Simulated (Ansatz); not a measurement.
**Tl: 6 runs along one coordinate**

System: Tl (2 atoms in the cell).
Method: DFT, RPBE, plane waves (420 eV) with PAW, scalar-relativistic, no spin polarisation (Ansatz 0.2.0).

The 6 runs differ only in the geometry, by an even scaling of the cell at fixed fractional positions.

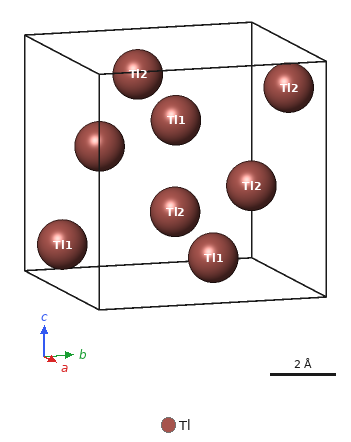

Figure 1. The structure of run 4 (spheres-only view of the cell 4 times as large as that of the calculation, set on its symmetry axes, seen slightly off an axis; atoms are numbered from 1 in the order of the input).

## Input of run 4
```yaml
crystal:
  lattice:
    - [0.0, 3.7142790224, 3.7142790224]
    - [3.7142790224, 0.0, 3.7142790224]
    - [3.7142790224, 3.7142790224, 0.0]
  atoms:
    - { symbol: Tl, position: [0.125, 0.125, 0.125] }
    - { symbol: Tl, position: [0.875, 0.875, 0.875] }
hamiltonian:
  xc: rpbe
  pseudopotentials:
    kind: paw
    azcp:
      Tl: "pseudopotentials/Tl.paw.azcp"
basis:
  ecutwfc: 420
  fft_grid_basis: typed
kpoints:
  mp_grid: { grid: [9, 9, 9], shift: [0, 0, 0] }
magnetization:
  spin_polarized: false
scf:
  occupations: { method: fermi_dirac, width: 0.1 }
  lower_state_search: "off"
output:
  stress: true
```

Run 2 differs from it as follows:
```diff
-    - [0.0, 3.7142790224, 3.7142790224]
-    - [3.7142790224, 0.0, 3.7142790224]
-    - [3.7142790224, 3.7142790224, 0.0]
+    - [0.0, 3.5655458174, 3.5655458174]
+    - [3.5655458174, 0.0, 3.5655458174]
+    - [3.5655458174, 3.5655458174, 0.0]
```

## Results, with one run withheld

| run | volume per atom (Å³) | free energy per atom, from the lowest run given (meV) | pressure (GPa) |
| --- | --- | --- | --- |
| 1 | 43.358 | 30.82 | 1.85 |
| 2 | 45.329 | ? | ? |
| 3 | 49.271 | 0.00 | 0.04 |
| 4 | 51.242 | 1.76 | −0.32 |
| 5 | 53.213 | 7.43 | −0.60 |
| 6 | 55.183 | 16.15 | −0.81 |

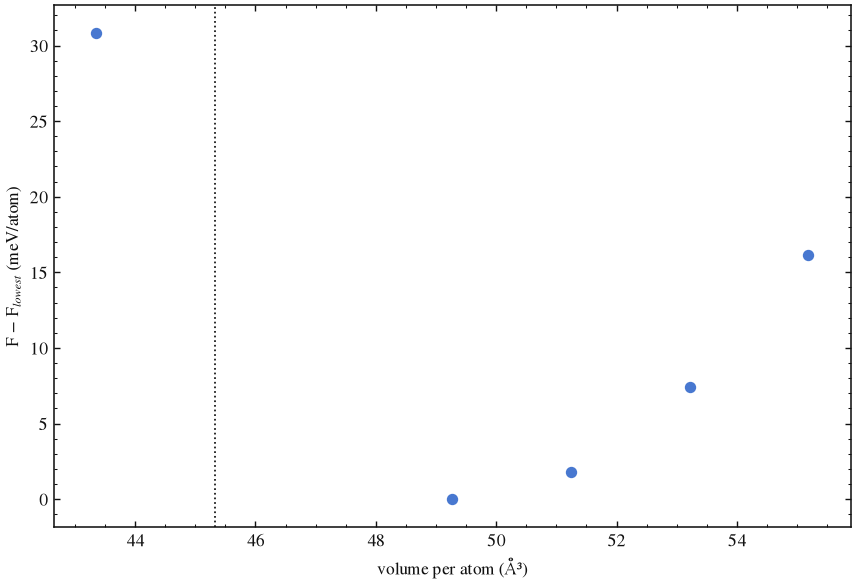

Figure 2. Free energy per atom of the runs given; the dotted line marks run 2.

What should run 2 give?

A cubic polynomial in V^(−2/3) (the Birch–Murnaghan form), fitted to the 5 runs given, misses them by under 0.01 meV per atom. With x = V^(−2/3) − 0.07352 Å⁻², it reads F = 0.24807 − 828.37 x + 6.1532e+05 x² + 5.0343e+06 x³ (meV per atom). At run 2 it gives 12.93 meV per atom, and the run itself gives 12.90. The slope of the fit gives a pressure −dF/dV of 1.09 GPa there, and the run prints 1.09 GPa. The fit has its minimum at 49.488 Å³ per atom, where V d²F/dV² gives 9.91 GPa: the bulk modulus at this level, since symmetry fixes the shape and the positions.

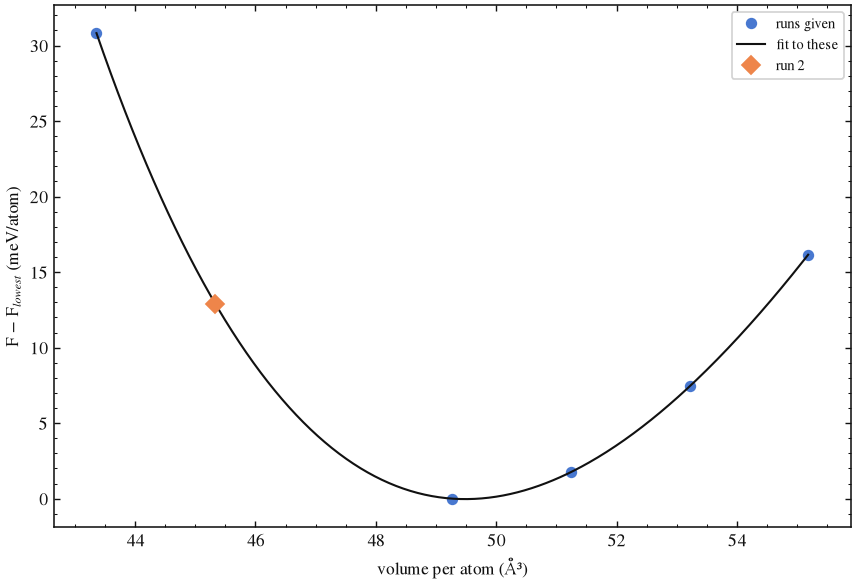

Figure 3. The fit and the withheld run.

## Output, shortened to warnings, some set-up lines, iterations and results (run 2)
```
Basis set: ecut = 420 eV, 1807 PW (Γ)
Symmetry: 48 space group operations
k-points: 35 of 729
Initial density: superposition of atomic densities (neutral atoms: chi_scale 0, normalization atom), corrected by the library's trained network
[...]
SCF iter   1: F=—  HF=-22917.586161 eV  |F-HF|=—  |Δ(HF+E_count)|=         —  Δρ=1.20e-3  dr2=1.28e-3  ethr=1.77e-3  ⟨swp⟩=5.7  Hψ=2970  notcnv=0
SCF iter   2: F=—  HF=-22917.586187 eV  |F-HF|=—  |Δ(HF+E_count)|=   2.60e-5  Δρ=9.32e-4  dr2=8.00e-4  ethr=4.93e-6  ⟨swp⟩=2.0  Hψ=1433  notcnv=0
SCF iter   3: F=—  HF=-22917.586044 eV  |F-HF|=—  |Δ(HF+E_count)|=   1.43e-4  Δρ=1.95e-4  dr2=5.37e-5  ethr=3.08e-6  ⟨swp⟩=2.0  Hψ=1047  notcnv=0
SCF iter   4: F=—  HF=-22917.586178 eV  |F-HF|=—  |Δ(HF+E_count)|=   1.34e-4  Δρ=6.33e-5  dr2=9.10e-6  ethr=2.06e-7  ⟨swp⟩=3.0  Hψ=1094  notcnv=0
SCF iter   5: F=—  HF=-22917.586186 eV  |F-HF|=—  |Δ(HF+E_count)|=   7.75e-6  Δρ=1.37e-5  dr2=1.93e-7  ethr=3.50e-8  ⟨swp⟩=3.0  Hψ=1070  notcnv=0
SCF iter   6: F=-22917.586187 eV  HF=-22917.586187 eV  |F-HF|=3.45e-8  |Δ(HF+E_count)|=   1.21e-6  Δρ=2.67e-6  dr2=6.94e-9  ethr=3.85e-10  ⟨swp⟩=4.6  Hψ=2053  notcnv=0
SCF 1 converged in 6 iterations: F = -22917.586187 eV  dr2 = 6.94e-9
SCF converged after 6 iterations
Free energy (F): -22917.586187 eV
Harris-Foulkes:  -22917.586187 eV  (|F-HF|=3.45e-8)
Internal energy: -22917.523299 eV  (E = F + TS)
E sigma→0 (E₀):  -22917.554743 eV
Entropy (-TS):   -0.062888 eV (-31.444 meV/atom)
Fermi energy:    5.284566 eV
--- Per-component energies (eV) ---
  E_band       = -119.042500
  E_kinetic    = 666.392591
  E_local      = -2528.921824  (includes V_loc(G=0)·N_el)
  E_nonlocal   = 633.383970
  E_hartree    = 968.568757
  E_xc         = -461.046891
  E_vxc        = -281.820963  (∫ρ·V_xc dr)
  E_paw        = -20357.811578  (= ΣΔE_a)
  E_vpaw       = -545.216683  (= ΣTr[D̂ρ^β])
  E_aug_tail   = 0.000069  (compensation charges beyond the density's cutoff)
  E_ewald      = -1838.286429
  E_core_change = 0.198036  (= ΣΔE_core)
  E_smearing   = -0.062888  (= −TS)
  E_closure    = -0.000000  (closes the sum)
  Σ components = -22917.586187   (vs F -22917.586187, Δ=0.00e0)
--- Stress (GPa, compression-positive) ---
        1.092700       0.000000      -0.000000
        0.000000       1.092700       0.000000
        0.000000       0.000000       1.092700
  P = ⅓ Tr σ = 1.0927 GPa (10.927 kbar)
```

Notes: Spin–orbit coupling is left out, which matters for Tl.
